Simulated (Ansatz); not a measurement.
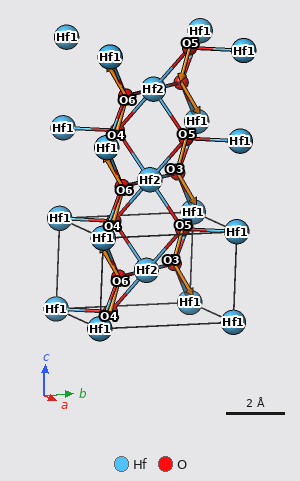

A relaxation of solid HfO₂ (set up in P2_1/c). The starting structure is drawn; orange arrows show the displacements, magnified 50 times.

The picture is a ball-and-stick view of the cell of the calculation, repeated 1 × 1 × 3 with one cell outlined, seen slightly off an axis.

Case: shear of c along a, cell held, atoms relaxed: +12.0 %.

Level of theory: DFT PBE, scalar-relativistic, plane waves, PAW (Ansatz 0.2.0). Set-up: plane-wave cutoff 420 eV; k-point mesh 6 × 6 × 8; occupations gaussian; smearing width 0.02 eV; no spin polarisation; atoms relaxed in a fixed cell; force threshold 0.008 eV/Å; at most 40 steps.

Q: Atoms of which element are displaced furthest, and by how much?

A: Oxygen: up to 0.027 Å, against 0.000 Å for hafnium.

Q: Describe the change and its energy.

A: The energy falls by 12.3 meV per cell of the calculation in 2 accepted moves (3 points after the start). Largest force component: 0.27 eV/Å at the start, 0.0056 eV/Å at the end. 1 step only repeated the SCF at the same geometry. The largest moves, 0.027 Å, are those of O3, O4, O5 and O6. O6 goes along [−1 −1 3]. Hf stays in place. The cell doesn't change. Some distances before and after: Hf1–O3 2.059 → 2.077 Å, Hf1–O3 (another image) 2.165 → 2.150 Å. The space group stays P2_1/c (No. 14).
